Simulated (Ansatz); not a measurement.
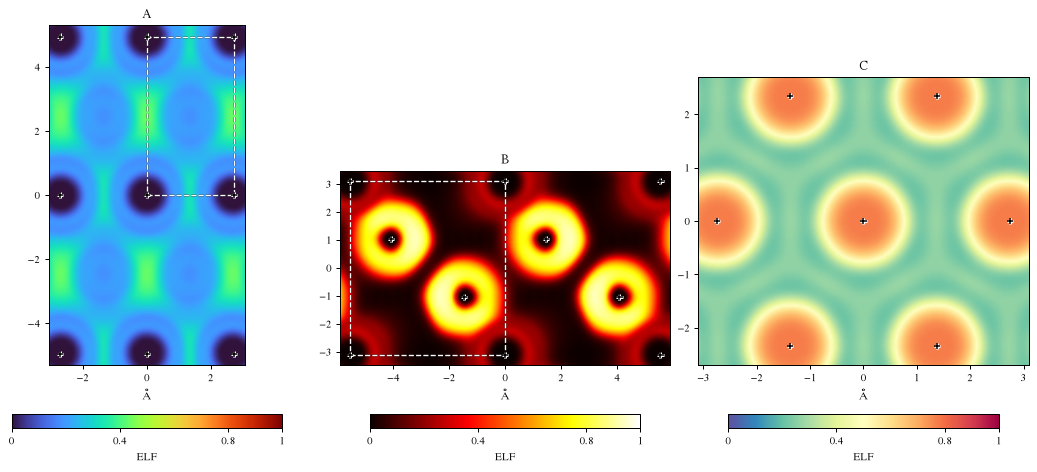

The electron localisation function of 3 systems, each on a plane through atoms (crosses mark nuclei in the plane).

Theory: DFT, PBEsol, PAW with Ansatz's default frozen-core files, scalar-relativistic (Ansatz 0.2.0).

System 1: SnS$_{2}$, the (110) plane of the conventional cell. Space group P-3m1; changed on purpose from its base cell (zz strain of +1 %, PAW files); computed pressure about 5 GPa in this cell.

```xyz
3
Lattice="3.5983 0.0000 0.0000 -1.7992 3.1162 0.0000 0.0000 0.0000 5.5489" Properties=species:S:1:pos:R:3 pbc="T T T"
Sn    0.0000    0.0000    0.0000
S     1.7992    1.0387    1.4644
S     0.0000    2.0775    4.0846
```

System 2: Rh, the (101) plane of the conventional cell. Space group I4/mmm; changed on purpose from its base cell (equal xx and yy strain of +2 %, PAW files); computed pressure about −14 GPa in this cell; computed without spin polarisation.

```yaml
crystal:
  lattice:
    - [1.93958, -1.93958, 0.00000]
    - [1.93958, 1.93958, 0.00000]
    - [0.00000, 0.00000, 3.80310]
  atoms:
    - { symbol: Rh, position: [0.00000, 0.00000, 0.00000] }
    - { symbol: Rh, position: [0.50000, 0.50000, 0.50000] }
```

System 3: Zn, the (100) plane of the conventional cell. Space group P6₃/mmc; changed on purpose from its base cell (equal xx and yy strain of +2 %, PAW files); computed pressure about −8 GPa in this cell.

```yaml
crystal:
  lattice:
    - [2.71809, 0.00000, 0.00000]
    - [-1.35905, 2.35394, 0.00000]
    - [0.00000, 0.00000, 4.94670]
  atoms:
    - { symbol: Zn, position: [0.33333, 0.66667, 0.25000] }
    - { symbol: Zn, position: [0.66667, 0.33333, 0.75000] }
```

> Match each panel to its system.

Panel A is system 3, Zn: the plane holds Zn. Zn–Zn (2.72 Å): the ELF is about 0.35 at the midpoint. Panel B is system 1, SnS$_{2}$: the plane holds Sn and S. Sn–S (2.54 Å): the ELF peaks at about 0.85 in the valence shell of S, 0.8 Å from its nucleus, and is about 0.55 at the midpoint. Panel C is system 2, Rh: the plane holds Rh. Rh–Rh (2.72 Å): the ELF is about 0.25 at the midpoint: no localised pair shows between them.
